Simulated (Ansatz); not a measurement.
# What a change does: band-structure calculation on ZnO

System: ZnO (P6₃mc, 4 atoms in the cell).
Method of run 1: DFT, r2SCAN, plane waves, PAW, no spin polarisation (Ansatz 0.2.0).

The structure was built on a prototype by a generator. The geometry comes from this level: r2SCAN. Text and figures count atoms from 1; the logs count them from 0 in places.

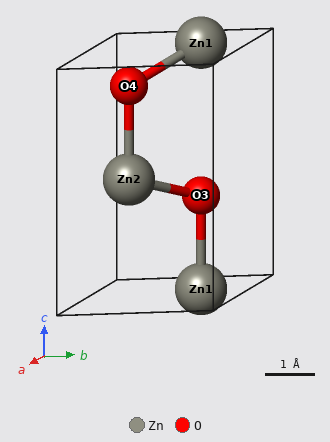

Fig. 1: The input geometry (ball-and-stick view of the cell of the calculation, seen slightly off an axis; atoms are numbered from 1 in the order of the input). Near neighbours in the crystal (not all of them lie inside the picture): Zn has 4 O at 1.97 to 1.98 Å; O has 4 Zn at 1.97 to 1.98 Å.

**The input, run 1**
```yaml
crystal:
  lattice:
    - [3.2353408614, 0.0, 0.0]
    - [-1.6176704307, 2.8018873759, 0.0]
    - [0.0, 0.0, 5.2109518227]
  atoms:
    - { symbol: Zn, position: [0.3333333333, 0.6666666667, -0.0023477534] }
    - { symbol: Zn, position: [0.6666666667, 0.3333333333, 0.4976522466] }
    - { symbol: O, position: [0.3333333333, 0.6666666667, 0.3773477534] }
    - { symbol: O, position: [0.6666666667, 0.3333333333, 0.8773477534] }
kpoints:
  mp_grid: { grid: [12, 12, 6] }
  band_path:
    path:
      - [0.0, 0.0, 0.0]
      - [0.5, 0.0, 0.0]
      - [0.3333333333, 0.3333333333, 0.0]
      - [0.0, 0.0, 0.5]
      - [0.5, 0.0, 0.5]
      - [0.3333333333, 0.3333333333, 0.5]
    npoints: 1
hamiltonian:
  xc: r2scan
scf:
  occupations: { method: fixed }
  n_extra_bands: 5
output:
  forces: true
  stress: true
  eigenvalues: true
```

Command:
```bash
ansatz run input.yaml --threads 2 --pin off --max-ram 3686MiB --backend cpu --events-out ev --progress --plain --runs-dir out
```

Hardware: 2 threads of Intel Xeon (Sapphire Rapids), 192 GiB of memory available, shared host.

**Output, shortened to warnings, some set-up lines, iterations and results (run 1)**
```
Basis set: ecut = 500 eV, 1165 PW (Γ), exchange–correlation on 96×96×160 points (64 copies of the dense FFT grid, shifted against one another)
Symmetry: 12 space group operations
k-points: 76 of 864 (time reversal used)
Initial density: superposition of atomic densities (neutral atoms: chi_scale 0, normalization atom), corrected by the library's trained network
[...]
SCF iter   1: F=—  HF=-7789.832089 eV  |F-HF|=—  |Δ(HF+E_count)|=         —  Δρ=2.03e-2  dr2=9.46e-2  dr2_τ=1.00e-1  ethr=1.77e-3  ⟨swp⟩=4.9  Hψ=6787  notcnv=0  defer=216
SCF iter   2: F=—  HF=-7789.856596 eV  |F-HF|=—  |Δ(HF+E_count)|=   2.45e-2  Δρ=4.90e-3  dr2=9.20e-3  dr2_τ=6.76e-4  ethr=2.63e-4  ⟨swp⟩=2.2  Hψ=3760  notcnv=0  defer=212
SCF iter   3: F=—  HF=-7789.854011 eV  |F-HF|=—  |Δ(HF+E_count)|=   2.59e-3  Δρ=4.75e-3  dr2=5.29e-3  dr2_τ=2.13e-4  ethr=2.56e-5  ⟨swp⟩=2.0  Hψ=3044  notcnv=0  defer=224
SCF iter   4: F=—  HF=-7789.852856 eV  |F-HF|=—  |Δ(HF+E_count)|=   1.16e-3  Δρ=5.39e-4  dr2=1.10e-4  dr2_τ=2.73e-5  ethr=1.47e-5  ⟨swp⟩=3.0  Hψ=3008  notcnv=0  defer=225
SCF iter   5: F=—  HF=-7789.852927 eV  |F-HF|=—  |Δ(HF+E_count)|=   7.02e-5  Δρ=2.88e-4  dr2=2.22e-5  dr2_τ=1.97e-6  ethr=3.05e-7  ⟨swp⟩=2.5  Hψ=3067  notcnv=0  defer=139
SCF iter   6: F=—  HF=-7789.852949 eV  |F-HF|=—  |Δ(HF+E_count)|=   2.19e-5  Δρ=4.52e-5  dr2=1.19e-6  dr2_τ=1.99e-8  ethr=6.16e-8  ⟨swp⟩=2.0  Hψ=2666  notcnv=0  defer=76
SCF iter   7: F=—  HF=-7789.852949 eV  |F-HF|=—  |Δ(HF+E_count)|=   3.90e-7  Δρ=1.65e-5  dr2=1.09e-7  dr2_τ=7.80e-9  ethr=3.30e-9  ⟨swp⟩=2.1  Hψ=2885  notcnv=0  defer=76
SCF iter   8: F=-7789.852949 eV  HF=-7789.852949 eV  |F-HF|=3.98e-8  |Δ(HF+E_count)|=   2.14e-8  Δρ=1.07e-5  dr2=5.32e-8  dr2_τ=4.11e-9  ethr=2.78e-10  ⟨swp⟩=8.7  Hψ=8656  …
SCF 1 converged in 8 iterations: F = -7789.852949 eV  dr2 = 5.32e-8
NSCF: frozen V_eff on 6 k-points
SCF converged after 8 iterations
Free energy (F): -7789.852949 eV
Harris-Foulkes:  -7789.852949 eV  (|F-HF|=3.98e-8)
Internal energy: -7789.852949 eV  (E = F + TS)
E sigma→0 (E₀):  -7789.852949 eV
Fermi energy:    6.968895 eV
--- Per-component energies (eV) ---
  E_band       = 49.653961
  E_kinetic    = 612.818104
  E_local      = -4005.934541  (includes V_loc(G=0)·N_el)
  E_nonlocal   = 1342.601394
  E_hartree    = 1653.186700
  E_xc         = -392.762956
  E_vxc        = -315.765695  (∫ρ·V_xc dr)
  E_paw        = -4029.070108  (= ΣΔE_a)
  E_vpaw       = -909.579434  (= ΣTr[D̂ρ^β])
  E_aug_tail   = 0.001863  (compensation charges beyond the density's cutoff)
  E_vtau       = 19.147132  (kinetic-family band-sum trace: ∫τ·v_τ [+ j·A + Jᵃ·Aᵃ] dr)
  E_ewald      = -2970.264286
  E_core_change = -0.429119  (= ΣΔE_core)
  E_smearing   = -0.000000  (= −TS)
  E_closure    = -0.000000  (closes the sum)
  Σ components = -7789.852949   (vs F -7789.852949, Δ=0.00e0)
--- Forces (eV/Å), atoms counted from 1 ---
  atom   1  Zn     0.00000000     0.00000000     0.00111018
  atom   2  Zn     0.00000000    -0.00000000     0.00111018
  atom   3  O     -0.00000000    -0.00000000    -0.00120390
  atom   4  O      0.00000000     0.00000000    -0.00120390
  max |Σ_I F_I| component: 1.87e-4 eV/Å
--- Stress (GPa, compression-positive) ---
       -0.000865       0.000000       0.000000
        0.000000      -0.000865      -0.000000
        0.000000      -0.000000       0.000357
  P = ⅓ Tr σ = -0.0005 GPa (-0.005 kbar)
```

The input of run 2 differs as follows (lines with − go, lines with + come):
```diff
-  xc: r2scan
+  xc: pbe
```

Predict how the results change.

The total energies belong to different methods, so their difference says nothing on which is more stable or more accurate. The gap on the mesh goes from 1.24 to 0.81 eV. The pressure goes from 0.00 to 6.07 GPa. The functional changes from r2SCAN to PBE. The SCF takes 6 iterations against 8. The default cutoff goes from 500 to 420 eV with the change. The plane waves at Γ go from 1165 to 941. On the same kind of shared host run 2 took about 0.36 times as long.

**Output, shortened to warnings, some set-up lines, iterations and results (run 2)**
```
Basis set: ecut = 420 eV, 941 PW (Γ), exchange–correlation on 48×48×72 points (8 copies of the dense FFT grid, shifted against one another)
Symmetry: 12 space group operations
k-points: 76 of 864 (time reversal used)
Initial density: superposition of atomic densities (neutral atoms: chi_scale 0, normalization atom), corrected by the library's trained network
[...]
SCF iter   1: F=—  HF=-7773.654131 eV  |F-HF|=—  |Δ(HF+E_count)|=         —  Δρ=6.74e-4  dr2=6.43e-5  ethr=1.77e-3  ⟨swp⟩=5.2  Hψ=6915  notcnv=0  defer=222
SCF iter   2: F=—  HF=-7773.655278 eV  |F-HF|=—  |Δ(HF+E_count)|=   1.15e-3  Δρ=4.09e-4  dr2=2.60e-5  ethr=1.79e-7  ⟨swp⟩=2.8  Hψ=4492  notcnv=0  defer=226
SCF iter   3: F=—  HF=-7773.655358 eV  |F-HF|=—  |Δ(HF+E_count)|=   8.01e-5  Δρ=2.34e-4  dr2=1.11e-5  ethr=7.23e-8  ⟨swp⟩=2.0  Hψ=2895  notcnv=0  defer=226
SCF iter   4: F=—  HF=-7773.655396 eV  |F-HF|=—  |Δ(HF+E_count)|=   3.79e-5  Δρ=1.01e-4  dr2=2.23e-6  ethr=3.09e-8  ⟨swp⟩=2.0  Hψ=2857  notcnv=0  defer=226
SCF iter   5: F=—  HF=-7773.655403 eV  |F-HF|=—  |Δ(HF+E_count)|=   6.86e-6  Δρ=2.62e-5  dr2=2.01e-7  ethr=6.20e-9  ⟨swp⟩=2.0  Hψ=2917  notcnv=0  defer=226
SCF iter   6: F=-7773.655403 eV  HF=-7773.655403 eV  |F-HF|=5.36e-8  |Δ(HF+E_count)|=   4.51e-7  Δρ=1.28e-5  dr2=5.74e-8  ethr=2.78e-10  ⟨swp⟩=9.0  Hψ=8923  notcnv=0
SCF 1 converged in 6 iterations: F = -7773.655403 eV  dr2 = 5.74e-8
NSCF: frozen V_eff on 6 k-points
SCF converged after 6 iterations
Free energy (F): -7773.655403 eV
Harris-Foulkes:  -7773.655403 eV  (|F-HF|=5.36e-8)
Internal energy: -7773.655403 eV  (E = F + TS)
E sigma→0 (E₀):  -7773.655403 eV
Fermi energy:    7.343003 eV
--- Per-component energies (eV) ---
  E_band       = 68.827086
  E_kinetic    = 612.398740
  E_local      = -3991.603101  (includes V_loc(G=0)·N_el)
  E_nonlocal   = 1335.451375
  E_hartree    = 1641.052856
  E_xc         = -420.215787
  E_vxc        = -290.214840  (∫ρ·V_xc dr)
  E_paw        = -3980.479392  (= ΣΔE_a)
  E_vpaw       = -879.312339  (= ΣTr[D̂ρ^β])
  E_aug_tail   = 0.004192  (compensation charges beyond the density's cutoff)
  E_ewald      = -2970.264286
  E_smearing   = -0.000000  (= −TS)
  E_closure    = 0.000000  (closes the sum)
  Σ components = -7773.655403   (vs F -7773.655403, Δ=0.00e0)
--- Forces (eV/Å), atoms counted from 1 ---
  atom   1  Zn     0.00000000     0.00000000     0.00316871
  atom   2  Zn     0.00000000    -0.00000000     0.00316871
  atom   3  O     -0.00000000    -0.00000000    -0.00319974
  atom   4  O      0.00000000     0.00000000    -0.00319974
  max |Σ_I F_I| component: 6.21e-5 eV/Å
--- Stress (GPa, compression-positive) ---
        6.021286       0.000000       0.000000
        0.000000       6.021286       0.000000
        0.000000       0.000000       6.163817
  P = ⅓ Tr σ = 6.0688 GPa (60.688 kbar)
```

**The two runs side by side**

```tsv
quantity	run 1	run 2
outcome	converged	converged
free energy per atom (eV)	−1947.4632	−1943.4139
gap on the mesh (eV)	1.24	0.81
pressure (GPa)	0.00	6.07
largest force (eV/Å)	0.001	0.003
SCF iterations	8	6
irreducible k-points	76	76
plane waves at Γ	1165	941
wall time (shared host)	12 s	4.4 s
```

For run 2: The cell is under a pressure of 6.1 GPa at this level, so it is not at its equilibrium volume.
